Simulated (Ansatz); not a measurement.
Consider W.

The calculation's input:

```
crystal:
  lattice:
    - [2.6219968936, 0.0, 0.0]
    - [0.0, 2.6219968936, 0.0]
    - [0.0, 0.0, 2.6219968936]
  atoms:
    - { symbol: W, position: [0.0, 0.0, 0.0] }
hamiltonian:
  xc: r2scan
  pseudopotentials:
    kind: paw
    azcp:
      W: "pseudopotentials/W.paw.azcp"
basis:
  ecutwfc: 500
  fft_grid_basis: typed
kpoints:
  mp_grid: { grid: [13, 13, 13], shift: [0, 0, 0] }
magnetization:
  spin_polarized: false
scf:
  occupations: { method: fermi_dirac, width: 0.1 }
  lower_state_search: "off"
output:
  stress: true
  write_density: true
  write_potential: true
  elf: true
  volumetric_format: npy
```

Run with:

```sh
ansatz run input.yaml --threads 1 --pin off --max-ram 3584MiB --backend cpu --events-out ev --progress --plain --runs-dir out
```

Below, planes, directions and counts refer to the conventional cell (a = 2.62 Å, b = 2.62 Å, c = 2.62 Å, α = 90.00°, β = 90.00°, γ = 90.00°).

Space group Pm-3m; set up as W, simple cubic; a generated structure, not necessarily the stable one; changed on purpose from its base cell (volume × 1.0).

Theory: DFT, r2SCAN, plane waves (500 eV) with PAW, scalar-relativistic (Ansatz 0.2.0).

**Predict the valence pseudo-density and electron localisation function between the atoms.**

W–W (2.62 Å): the density is about 0.53 e/Å³ at the midpoint; the ELF is about 0.40 at the midpoint.

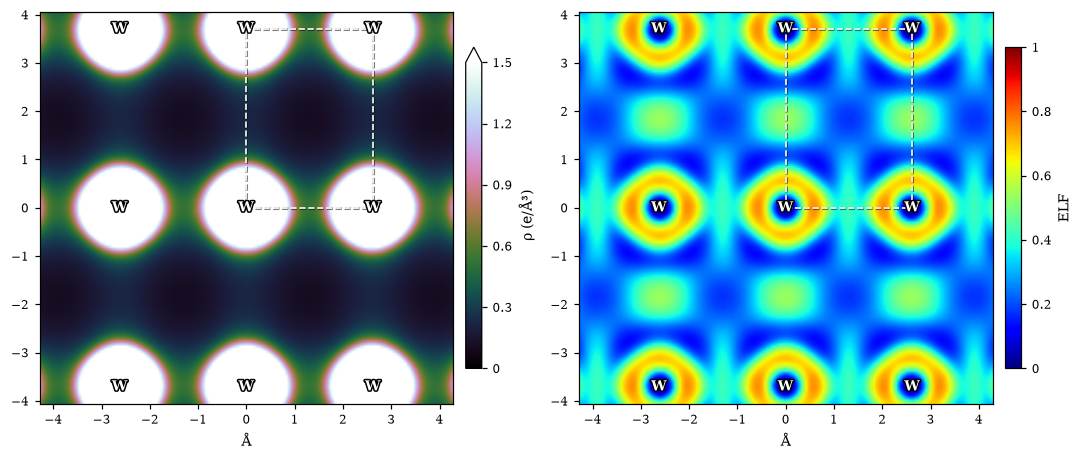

Computed valence pseudo-density and electron localisation function on the (101) plane of the conventional cell, in this order. 
